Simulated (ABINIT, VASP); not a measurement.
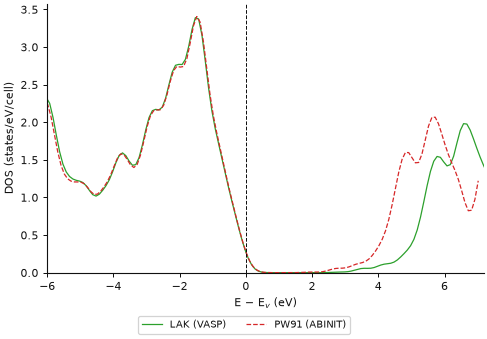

Total densities of states of wurtzite GaN, space group P6_3mc (No. 186), 4 atoms in the cell (a = 3.180 Å, c = 5.166 Å (hexagonal axes)), by two methods on the same cell. The DOS curves are built from the levels of the k mesh with Gaussians 0.55 eV wide, which also blur the band edges; ripples of that width can come from the mesh. Each is counted from its own valence-band top.

How do the methods compare?

Answer. LAK (VASP) gives a gap of 2.79 eV and PW91 (ABINIT) gives a gap of 1.96 eV.

Settings. LAK (VASP): VASP PAW PBE potentials, release 64 (Ga_d, N), no spin polarisation, no spin-orbit coupling, 10×10×5 k mesh, 520 eV cutoff, Fermi-Dirac smearing of 0.05 eV (VASP). PW91 (ABINIT): JTH PAW PBE v2.0, no spin polarisation, no spin-orbit coupling, 10×10×5 k mesh, 844 eV cutoff, Fermi-Dirac smearing of 0.05 eV (ABINIT).

Gaps are the smallest over all k points computed. The two runs differ in program as well. The cell is at 7 GPa in PW91 (ABINIT) and 8 GPa in LAK (VASP). The PAW data sets were made with another functional. LDA, GGA and most meta-GGA functionals understate gaps.
